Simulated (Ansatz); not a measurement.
Geometry relaxation of ZrN2 (part 1 of 2)

The run: geometry relaxation of ZrN2 (I4₁/amd, 6 atoms in the cell). Method and program: DFT LDA, scalar-relativistic, plane waves, PAW, no spin polarisation (Ansatz 0.2.0).

The structure was made by swapping elements on the sites of another compound; it need not be a known phase. It belongs to a series of runs on one base structure; here: O -> N on all its sites, cell and atoms relaxed. Figures and captions count atoms from 1; the log counts them from 0 in places.

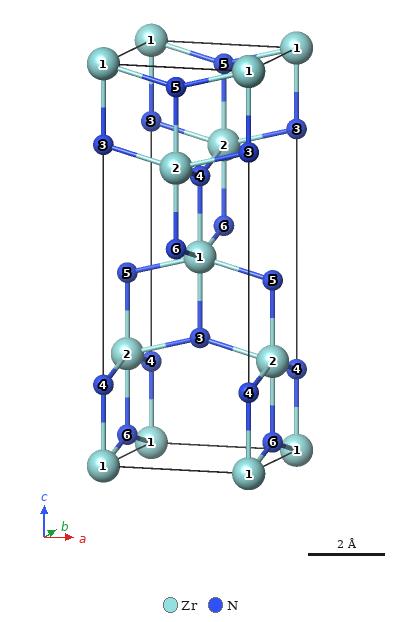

**Figure 1.** The starting structure (ball-and-stick view of the cell 2 times as large as that of the calculation, set on its symmetry axes, seen slightly off an axis; atoms are numbered from 1 in the order of the input). Near neighbours in the crystal (not all of them lie inside the picture): Zr has 6 N at 2.09 to 2.17 Å; N has 3 Zr at 2.09 to 2.17 Å.

The input
```yaml
crystal:
  lattice:
    - [-2.0268324868, 2.0268324868, 5.4003323553]
    - [2.0268324868, -2.0268324868, 5.4003323553]
    - [2.0268324868, 2.0268324868, -5.4003323553]
  atoms:
    - { symbol: Zr, position: [0.0, 0.0, 0.0] }
    - { symbol: Zr, position: [0.75, 0.25, 0.5] }
    - { symbol: "N", position: [0.7986281243, 0.7986281243, 0.0] }
    - { symbol: "N", position: [0.2013718757, 0.2013718757, 0.0] }
    - { symbol: "N", position: [0.9513718757, 0.4513718757, 0.5] }
    - { symbol: "N", position: [0.5486281243, 0.0486281243, 0.5] }
basis:
  ecutwfc: 420
kpoints:
  mp_grid: { grid: [12, 12, 12] }
hamiltonian:
  xc: lda
scf:
  occupations: { method: gaussian, width: 0.1 }
output:
  forces: true
  stress: true
  eigenvalues: true
relax:
  adjacent_minimum: "off"
  f_tol: 0.01
  max_steps: 60
  cell: { stress_tol: 0.1 }
```

Machine: 1 thread of Oxide Virtual Turin-like (Zen 5), 32 GiB of memory available, shared host.

Launched with:
```bash
ansatz run input.yaml --threads 1 --pin off --max-ram 2560MiB --backend cpu --events-out ev --progress --plain --runs-dir out
```

The program's output
```
basis.fft_grid_basis auto: the FFT boxes are laid along the combinations [[1, 0, 1], [0, 1, 1], [0, 0, 1]] of the cell's own vectors, 4.054, 4.054 and 6.114 Å long. The dense box has 30×30×45 points. Along the cell's own vectors, as sized, it would have 45×45×45, 2.25 times as many. Of the 16 symmetry operations that the crystal satisfies within crystal.symmetry.tolerance (time reversal apart; of a slab, those that keep its plane) the dense box along the cell's own vectors carries 16, and the one as laid loses 12 of those. basis.fft_grid_basis: typed keeps the cell's own vectors: state it where this run's energies or levels are differenced outside the engine with another run's, or held beside a run that keeps those vectors.
Engine: ansatz 0.2.0, x86_64-unknown-linux-gnu
Pseudopotentials: kind: paw
Pseudopotential: Zr, paw, valence charge 12, recommended cutoff 420 eV (normal), Zr.paw.azcp
Pseudopotential: N, paw, valence charge 5, recommended cutoff 420 eV (normal), N.paw.azcp
Functional definition: SPW92
  exchange = slater_x
  correlation = pw_c
Crystal: 6 atoms, lattice volume = 88.739 Å³
Basis set: ecut = 420 eV, 1727 PW (Γ), FFT grids on a1+a3, a2+a3, a3
Bands: 28, of which v1, the nominal top of the filled ones, is band 22 counted from 1 (21 counted from 0)
Symmetry: 16 space group operations
Space group: I41/amd (ITA 141), of the structure as read, at distance tolerance 4.5e-5 Å
k-points: 163 of 1728
Non-local potential: Zr, projectors of the file, l = 0: 3, l = 1: 2, l = 2: 2, l = 3: 2
Non-local potential: N, projectors of the file, l = 0: 2, l = 1: 2, l = 2: 1
PAW form: soft (Blöchl's): semilocal exchange-correlation on the pseudo side does not see the compensation charge
PAW frozen core: Zr, regenerated for the run's functional, and the local potential with it (the file was generated under x = pbe(κ = 0.804, μ = 0.2195149727645171), c = pbe(β = 0.06672455060314922))
PAW frozen core: N, regenerated for the run's functional, and the local potential with it (the file was generated under x = pbe(κ = 0.804, μ = 0.2195149727645171), c = pbe(β = 0.06672455060314922))
PAW one-centre angular grid: Zr, 590 points (default); XC on 64 Gauss nodes
PAW one-centre angular grid: N, 110 points (default); XC on 64 Gauss nodes
Initial density: superposition of atomic densities (neutral atoms: chi_scale 0, normalization atom), corrected by the library's trained network
Initial wavefunctions: pseudopotential atomic-orbital guess
Functional: x = slater, c = lda
SCF iter   1: F=—  HF=-9650.856168 eV  |F-HF|=—  |Δ(HF+E_count)|=         —  Δρ=1.25e-2  dr2=1.09e-1  ethr=1.77e-3  ⟨swp⟩=4.4  Hψ=19198  notcnv=0
preconditioner: auto → LDOS  [metal: Δε(μ)=0.003 eV  Ē_g=8.192 eV  σ=0.100 eV  W_gap=0.01  n_scr=24 (ndim 8)  ℏωp=20.9 eV  f_vac=0.060  D(μ)=6.48/eV (n_scr^D=78)  β→1.0]
SCF iter   2: F=—  HF=-9650.830101 eV  |F-HF|=—  |Δ(HF+E_count)|=   2.61e-2  Δρ=6.09e-3  dr2=1.16e-2  ethr=2.49e-4  ⟨swp⟩=2.1  Hψ=8160  notcnv=0  defer=1
SCF iter   3: F=—  HF=-9650.828222 eV  |F-HF|=—  |Δ(HF+E_count)|=   1.88e-3  Δρ=2.23e-3  dr2=2.47e-3  ethr=2.64e-5  ⟨swp⟩=2.8  Hψ=7264  notcnv=0  defer=1
SCF iter   4: F=—  HF=-9650.827706 eV  |F-HF|=—  |Δ(HF+E_count)|=   5.16e-4  Δρ=8.08e-4  dr2=4.20e-4  ethr=5.61e-6  ⟨swp⟩=1.8  Hψ=6097  notcnv=0  defer=1
SCF iter   5: F=—  HF=-9650.827589 eV  |F-HF|=—  |Δ(HF+E_count)|=   1.17e-4  Δρ=1.70e-4  dr2=1.88e-5  ethr=9.54e-7  ⟨swp⟩=2.0  Hψ=6210  notcnv=0  defer=1
SCF iter   6: F=—  HF=-9650.827584 eV  |F-HF|=—  |Δ(HF+E_count)|=   5.34e-6  Δρ=2.11e-5  dr2=3.59e-7  ethr=4.27e-8  ⟨swp⟩=2.0  Hψ=6555  notcnv=0  defer=1
SCF iter   7: F=-9650.827584 eV  HF=-9650.827584 eV  |F-HF|=3.56e-9  |Δ(HF+E_count)|=   8.74e-8  Δρ=2.73e-6  dr2=5.66e-9  ethr=2.27e-10  ⟨swp⟩=5.5  Hψ=18992  notcnv=0
SCF 1 converged in 7 iterations: F = -9650.827584 eV  dr2 = 5.66e-9
  greatest PAW one-centre occupation: 0.998 electrons in one spin orbital (limit 2), on the Zr atom at site 1 (counted from 0), in its partial waves of l = 0
relax step   1: F+E_penalty+E_count = -9650.82758359 eV  Δ(F+E_penalty+E_count) = +0.000e0 eV  max|allowed force component| = 1.448e-1 eV/Å  Δτ_max = 0.0000 Å  P = +1.660 GPa  Ω = 88.739 Å³  (7 SCF iters, dr2 threshold 1.00e-7 eV, accepted)
Crystal: 6 atoms, lattice volume = 89.047 Å³
Basis set: ecut = 420 eV, 1717 PW (Γ), FFT grids on a1+a3, a2+a3, a3
Initial density: handed on by an earlier stage of this run
Initial wavefunctions: those handed on with the density
iter 1 solved again at ethr=3.62e-5 eV; its pass at ethr=3.10e-3 eV (dr2=1.59e-2 eV) is discarded
SCF iter   1: F=—  HF=-9650.895792 eV  |F-HF|=—  |Δ(HF+E_count)|=         —  Δρ=6.04e-3  dr2=1.61e-2  ethr=3.62e-5  ⟨swp⟩=1.7  Hψ=26651  notcnv=0
preconditioner: auto → LDOS  [metal: Δε(μ)=0.004 eV  Ē_g=14.343 eV  σ=0.100 eV  W_gap=0.02  n_scr=24 (ndim 8)  ℏωp=24.9 eV  f_vac=0.061  D(μ)=5.83/eV (n_scr^D=60)  β→1.0]
SCF iter   2: F=—  HF=-9650.892261 eV  |F-HF|=—  |Δ(HF+E_count)|=   3.53e-3  Δρ=2.27e-3  dr2=1.71e-3  ethr=3.62e-5  ⟨swp⟩=2.0  Hψ=6830  notcnv=0
SCF iter   3: F=—  HF=-9650.891880 eV  |F-HF|=—  |Δ(HF+E_count)|=   3.81e-4  Δρ=6.76e-4  dr2=1.89e-4  ethr=3.88e-6  ⟨swp⟩=2.0  Hψ=6769  notcnv=0
SCF iter   4: F=—  HF=-9650.891848 eV  |F-HF|=—  |Δ(HF+E_count)|=   3.24e-5  Δρ=1.58e-4  dr2=1.96e-5  ethr=4.29e-7  ⟨swp⟩=1.0  Hψ=4603  notcnv=0
SCF iter   5: F=-9650.891843 eV  HF=-9650.891843 eV  |F-HF|=1.50e-7  |Δ(HF+E_count)|=   4.80e-6  Δρ=2.61e-5  dr2=3.93e-7  ethr=1.36e-9  ⟨swp⟩=3.6  Hψ=20613  notcnv=0
SCF 2 converged in 5 iterations: F = -9650.891843 eV  dr2 = 3.93e-7
relax step   2: F+E_penalty+E_count = -9650.89184268 eV  Δ(F+E_penalty+E_count) = -6.426e-2 eV  max|allowed force component| = 1.621e-1 eV/Å  Δτ_max = 0.0469 Å  P = +0.170 GPa  Ω = 89.047 Å³  energy of the carried Pulay correction = -1.041e-3 eV  (5 SCF iters, dr2 threshold 6.00e-7 eV, accepted)
Crystal: 6 atoms, lattice volume = 87.721 Å³
Basis set: ecut = 420 eV, 1677 PW (Γ), FFT grids on a1+a3, a2+a3, a3
iter 1 solved again at ethr=7.16e-5 eV; its pass at ethr=3.10e-3 eV (dr2=3.15e-2 eV) is discarded
SCF iter   1: F=—  HF=-9650.914653 eV  |F-HF|=—  |Δ(HF+E_count)|=         —  Δρ=9.54e-3  dr2=3.20e-2  ethr=7.16e-5  ⟨swp⟩=1.1  Hψ=28422  notcnv=0
preconditioner: auto → LDOS  [metal: Δε(μ)=0.007 eV  Ē_g=14.339 eV  σ=0.100 eV  W_gap=0.04  n_scr=22 (ndim 8)  ℏωp=25.1 eV  f_vac=0.045  D(μ)=4.87/eV (n_scr^D=36)  β→1.0]
SCF iter   2: F=—  HF=-9650.908766 eV  |F-HF|=—  |Δ(HF+E_count)|=   5.89e-3  Δρ=3.77e-3  dr2=4.36e-3  ethr=7.16e-5  ⟨swp⟩=2.0  Hψ=6726  notcnv=0
SCF iter   3: F=—  HF=-9650.907692 eV  |F-HF|=—  |Δ(HF+E_count)|=   1.07e-3  Δρ=5.86e-4  dr2=1.39e-4  ethr=9.92e-6  ⟨swp⟩=2.7  Hψ=7152  notcnv=0
SCF iter   4: F=—  HF=-9650.907683 eV  |F-HF|=—  |Δ(HF+E_count)|=   8.93e-6  Δρ=9.24e-5  dr2=6.43e-6  ethr=3.15e-7  ⟨swp⟩=1.4  Hψ=5118  notcnv=0
SCF iter   5: F=-9650.907683 eV  HF=-9650.907683 eV  |F-HF|=9.17e-8  |Δ(HF+E_count)|=   2.26e-7  Δρ=1.88e-5  dr2=2.32e-7  ethr=1.36e-9  ⟨swp⟩=6.3  Hψ=20698  notcnv=0
SCF 3 converged in 5 iterations: F = -9650.907683 eV  dr2 = 2.32e-7
relax step   3: F+E_penalty+E_count = -9650.90768282 eV  Δ(F+E_penalty+E_count) = -1.584e-2 eV  max|allowed force component| = 3.389e-2 eV/Å  Δτ_max = 0.0820 Å  P = +0.611 GPa  Ω = 87.721 Å³  energy of the carried Pulay correction = +3.477e-3 eV  (5 SCF iters, dr2 threshold 6.00e-7 eV, accepted)
Crystal: 6 atoms, lattice volume = 88.623 Å³
Basis set: ecut = 420 eV, 1693 PW (Γ), FFT grids on a1+a3, a2+a3, a3
iter 1 solved again at ethr=1.21e-5 eV; its pass at ethr=3.10e-3 eV (dr2=5.31e-3 eV) is discarded
SCF iter   1: F=—  HF=-9650.915530 eV  |F-HF|=—  |Δ(HF+E_count)|=         —  Δρ=3.66e-3  dr2=4.91e-3  ethr=1.21e-5  ⟨swp⟩=1.5  Hψ=26477  notcnv=0
preconditioner: auto → LDOS  [metal: Δε(μ)=0.004 eV  Ē_g=14.334 eV  σ=0.100 eV  W_gap=0.02  n_scr=24 (ndim 8)  ℏωp=24.9 eV  f_vac=0.051  D(μ)=5.13/eV (n_scr^D=36)  β→1.0]
SCF iter   2: F=—  HF=-9650.914725 eV  |F-HF|=—  |Δ(HF+E_count)|=   8.05e-4  Δρ=1.53e-3  dr2=8.78e-4  ethr=1.12e-5  ⟨swp⟩=2.0  Hψ=6853  notcnv=0
SCF iter   3: F=—  HF=-9650.914456 eV  |F-HF|=—  |Δ(HF+E_count)|=   2.69e-4  Δρ=1.93e-4  dr2=1.85e-5  ethr=2.00e-6  ⟨swp⟩=2.0  Hψ=6838  notcnv=0
SCF iter   4: F=—  HF=-9650.914456 eV  |F-HF|=—  |Δ(HF+E_count)|=   5.11e-7  Δρ=3.74e-5  dr2=8.34e-7  ethr=4.22e-8  ⟨swp⟩=2.1  Hψ=6897  notcnv=0
SCF iter   5: F=-9650.914456 eV  HF=-9650.914456 eV  |F-HF|=2.29e-8  |Δ(HF+E_count)|=   2.82e-8  Δρ=8.15e-6  dr2=5.27e-8  ethr=1.36e-9  ⟨swp⟩=5.3  Hψ=17920  notcnv=0
SCF 4 converged in 5 iterations: F = -9650.914456 eV  dr2 = 5.27e-8
relax step   4: F+E_penalty+E_count = -9650.91445554 eV  Δ(F+E_penalty+E_count) = -6.773e-3 eV  max|allowed force component| = 9.847e-5 eV/Å  Δτ_max = 0.0319 Å  P = -0.237 GPa  Ω = 88.623 Å³  energy of the carried Pulay correction = +3.962e-4 eV  (5 SCF iters, dr2 threshold 6.00e-7 eV, accepted)
Crystal: 6 atoms, lattice volume = 88.425 Å³
iter 1 solved again at ethr=1.62e-7 eV; its pass at ethr=3.10e-3 eV (dr2=7.13e-5 eV) is discarded
SCF iter   1: F=—  HF=-9650.915326 eV  |F-HF|=—  |Δ(HF+E_count)|=         —  Δρ=3.50e-4  dr2=6.37e-5  ethr=1.62e-7  ⟨swp⟩=2.1  Hψ=24352  notcnv=0
preconditioner: auto → LDOS  [metal: Δε(μ)=0.003 eV  Ē_g=14.339 eV  σ=0.100 eV  W_gap=0.02  n_scr=24 (ndim 8)  ℏωp=25.0 eV  f_vac=0.049  D(μ)=5.11/eV (n_scr^D=36)  β→1.0]
SCF iter   2: F=—  HF=-9650.915310 eV  |F-HF|=—  |Δ(HF+E_count)|=   1.51e-5  Δρ=1.92e-4  dr2=1.36e-5  ethr=1.45e-7  ⟨swp⟩=2.0  Hψ=6886  notcnv=0
SCF iter   3: F=—  HF=-9650.915307 eV  |F-HF|=—  |Δ(HF+E_count)|=   3.69e-6  Δρ=2.52e-5  dr2=5.58e-7  ethr=3.08e-8  ⟨swp⟩=2.0  Hψ=6539  notcnv=0
SCF iter   4: F=-9650.915307 eV  HF=-9650.915307 eV  |F-HF|=1.48e-8  |Δ(HF+E_count)|=   1.15e-7  Δρ=6.47e-6  dr2=2.94e-8  ethr=7.08e-10  ⟨swp⟩=4.7  Hψ=16433  notcnv=0
SCF 5 converged in 4 iterations: F = -9650.915307 eV  dr2 = 2.94e-8
relax step   5: F+E_penalty+E_count = -9650.91530657 eV  Δ(F+E_penalty+E_count) = -8.510e-4 eV  max|allowed force component| = 2.431e-3 eV/Å  Δτ_max = 0.0028 Å  P = +0.064 GPa  Ω = 88.425 Å³  energy of the carried Pulay correction = +1.070e-3 eV  (4 SCF iters, dr2 threshold 3.11e-7 eV, accepted)
Initial wavefunctions: pseudopotential atomic-orbital guess (no wavefunctions were taken with the density)
iter 1 solved again at ethr=1.53e-8 eV; its pass at ethr=3.10e-3 eV (dr2=6.73e-6 eV) is discarded
SCF iter   1: F=—  HF=-9650.918255 eV  |F-HF|=—  |Δ(HF+E_count)|=         —  Δρ=2.28e-4  dr2=3.91e-6  ethr=1.53e-8  ⟨swp⟩=3.2  Hψ=32549  notcnv=0
preconditioner: auto → LDOS  [metal: Δε(μ)=0.003 eV  Ē_g=14.339 eV  σ=0.100 eV  W_gap=0.02  n_scr=24 (ndim 8)  ℏωp=25.0 eV  f_vac=0.050  D(μ)=5.10/eV (n_scr^D=36)  β→1.0]
SCF iter   2: F=—  HF=-9650.918265 eV  |F-HF|=—  |Δ(HF+E_count)|=   1.03e-5  Δρ=1.05e-5  dr2=3.85e-8  ethr=8.88e-9  ⟨swp⟩=2.4  Hψ=6402  notcnv=0
SCF iter   3: F=—  HF=-9650.918265 eV  |F-HF|=—  |Δ(HF+E_count)|=   8.73e-9  Δρ=3.15e-6  dr2=3.68e-9  ethr=8.75e-11  ⟨swp⟩=2.0  Hψ=6913  notcnv=0
SCF iter   4: F=-9650.918265 eV  HF=-9650.918265 eV  |F-HF|=6.00e-11  |Δ(HF+E_count)|=  9.75e-10  Δρ=6.22e-7  dr2=1.18e-10  ethr=1.00e-12  ⟨swp⟩=3.6  Hψ=19601  notcnv=0
SCF 6 converged in 4 iterations: F = -9650.918265 eV  dr2 = 1.18e-10
relax step   6: F+E_penalty+E_count = -9650.91826511 eV  Δ(F+E_penalty+E_count) = -2.959e-3 eV  max|allowed force component| = 2.269e-3 eV/Å  Δτ_max = 0.0000 Å  P = +0.091 GPa  Ω = 88.425 Å³  stress off target by 1.99e-1 GPa  SCF on the basis re-selected at this cell (its energy is not comparable with the rows above)  (4 SCF iters)
basis re-selected at this cell: Δ(F+E_penalty+E_count) = -2.959e-3 eV, ΔP = +0.028 GPa vs the last step (what re-selecting the basis moved, of the pressure what is left beyond the Pulay correction that the steps carried, after the strain that the cell walked since its last selection, with what the two solves' SCF thresholds leave and, on support functions, any second-order correction that the steps lacked; it is no measure of the basis error at this ecutwfc). The dense FFT grid was sized anew with the basis: this SCF ran on 30×30×40 points, the steps before it on 30×30×45, so part of this shift can come from that change (see relax.cell in the input reference). This SCF's stress stands 1.99e-1 GPa from its target on what of the cell is left free (relax.cell.stress_tol is 1.00e-1 GPa) and its largest allowed force component is 2.27e-3 eV/Å (relax.f_tol is 1.00e-2 eV/Å): not within both, so this SCF does not close the relaxation
Crystal: 6 atoms, lattice volume = 88.429 Å³
iter 1 solved again at ethr=1.44e-7 eV; its pass at ethr=3.10e-3 eV (dr2=6.33e-5 eV) is discarded
SCF iter   1: F=—  HF=-9650.918430 eV  |F-HF|=—  |Δ(HF+E_count)|=         —  Δρ=3.91e-4  dr2=6.63e-5  ethr=1.44e-7  ⟨swp⟩=2.5  Hψ=24708  notcnv=0
preconditioner: auto → LDOS  [metal: Δε(μ)=0.003 eV  Ē_g=14.336 eV  σ=0.100 eV  W_gap=0.02  n_scr=22 (ndim 8)  ℏωp=25.0 eV  f_vac=0.050  D(μ)=5.08/eV (n_scr^D=36)  β→1.0]
SCF iter   2: F=—  HF=-9650.918415 eV  |F-HF|=—  |Δ(HF+E_count)|=   1.44e-5  Δρ=1.40e-4  dr2=8.11e-6  ethr=1.44e-7  ⟨swp⟩=2.0  Hψ=6867  notcnv=0
SCF iter   3: F=—  HF=-9650.918413 eV  |F-HF|=—  |Δ(HF+E_count)|=   2.48e-6  Δρ=2.88e-5  dr2=4.71e-7  ethr=1.84e-8  ⟨swp⟩=2.0  Hψ=6857  notcnv=0
SCF iter   4: F=-9650.918413 eV  HF=-9650.918413 eV  |F-HF|=1.98e-8  |Δ(HF+E_count)|=   7.26e-8  Δρ=5.72e-6  dr2=3.04e-8  ethr=2.24e-10  ⟨swp⟩=4.6  Hψ=16408  notcnv=0
SCF 7 converged in 4 iterations: F = -9650.918413 eV  dr2 = 3.04e-8
relax step   7: F+E_penalty+E_count = -9650.91841290 eV  Δ(F+E_penalty+E_count) = -1.478e-4 eV  max|allowed force component| = 3.386e-5 eV/Å  Δτ_max = 0.0030 Å  P = +0.003 GPa  Ω = 88.429 Å³  energy of the carried Pulay correction = -1.304e-5 eV  (4 SCF iters, dr2 threshold 9.86e-8 eV, accepted)
iter 1 solved again at ethr=5.90e-9 eV; its pass at ethr=3.10e-3 eV (dr2=2.59e-6 eV) is discarded
SCF iter   1: F=—  HF=-9650.918402 eV  |F-HF|=—  |Δ(HF+E_count)|=         —  Δρ=1.17e-5  dr2=4.02e-8  ethr=5.90e-9  ⟨swp⟩=4.0  Hψ=33263  notcnv=0
SCF iter   2: F=—  HF=-9650.918402 eV  |F-HF|=—  |Δ(HF+E_count)|=   9.76e-9  Δρ=2.48e-6  dr2=1.92e-9  ethr=9.13e-11  ⟨swp⟩=2.0  Hψ=7032  notcnv=0
SCF iter   3: F=—  HF=-9650.918402 eV  |F-HF|=—  |Δ(HF+E_count)|=  1.82e-11  Δρ=8.41e-7  dr2=4.78e-10  ethr=1.00e-12  ⟨swp⟩=6.5  Hψ=19447  notcnv=0
SCF iter   4: F=-9650.918402 eV  HF=-9650.918402 eV  |F-HF|=7.28e-12  |Δ(HF+E_count)|=  1.24e-10  Δρ=1.66e-7  dr2=1.30e-11  ethr=1.00e-12  ⟨swp⟩=4.0  Hψ=14746  notcnv=0
SCF 8 converged in 4 iterations: F = -9650.918402 eV  dr2 = 1.30e-11
relax step   8: F+E_penalty+E_count = -9650.91840218 eV  Δ(F+E_penalty+E_count) = +1.072e-5 eV  max|allowed force component| = 1.169e-5 eV/Å  Δτ_max = 0.0000 Å  P = +0.002 GPa  Ω = 88.429 Å³  stress off target by 1.29e-2 GPa  SCF on the basis re-selected at this cell (its energy is not comparable with the rows above)  (4 SCF iters)
```
